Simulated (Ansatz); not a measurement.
AlNi$_{3}$

The calculation's input:

```
crystal:
  lattice:
    - [0.0, 2.8532925427, 2.8532925427]
    - [2.8532925427, 0.0, 2.8532925427]
    - [2.8532925427, 2.8532925427, 0.0]
  atoms:
    - { symbol: Al, position: [0.5, 0.5, 0.5] }
    - { symbol: Ni, position: [0.25, 0.25, 0.25] }
    - { symbol: Ni, position: [0.0, 0.0, 0.0] }
    - { symbol: Ni, position: [0.75, 0.75, 0.75] }
basis:
  ecutwfc: 420
kpoints:
  mp_grid: { grid: [14, 14, 14] }
hamiltonian:
  xc: pbesol
scf:
  occupations: { method: gaussian, width: 0.1 }
output:
  forces: true
  stress: true
  eigenvalues: true
  write_density: true
  write_potential: true
  elf: true
  volumetric_format: npy
```

Run with:

```sh
ansatz run input.yaml --threads 1 --pin off --max-ram 2560MiB --backend cpu --events-out ev --progress --plain --runs-dir out
```

Below, planes, directions and counts refer to the conventional cell (a = 5.71 Å, b = 5.71 Å, c = 5.71 Å, α = 90.00°, β = 90.00°, γ = 90.00°).

Space group Fm-3m; a structure from a database of computed crystals, not necessarily the ambient phase; changed on purpose from its base cell (volume × 1.06); computed pressure about −10 GPa in this cell; computed without spin polarisation.

These are results of DFT PBEsol, scalar-relativistic, plane waves, PAW (Ansatz), not measurements.

Question: What will maps of the valence pseudo-density and electron localisation function show?

Answer: Al–Ni (2.47 Å): ρ at the midpoint is about 0.3 e/Å³; the ELF is about 0.40 at the midpoint.
Ni–Ni (2.47 Å): the density is about 0.32 e/Å³ at the midpoint; the ELF is about 0.25 at the midpoint; no shared electron pair shows on this line.

Question: Metal or insulator at this level of theory?

Answer: It is gapless in this calculation (a metal or semimetal).

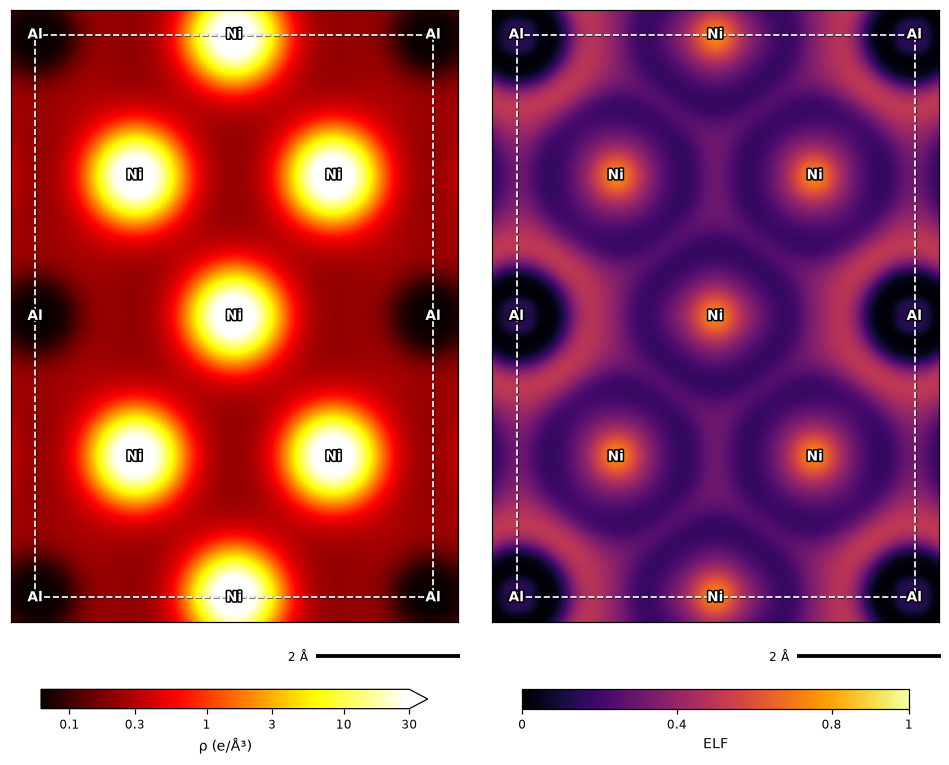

Computed valence pseudo-density and electron localisation function on the (101) plane of the conventional cell, in this order. 

The density is the valence pseudo-density of a PAW calculation; it isn't the true density close to the nuclei.
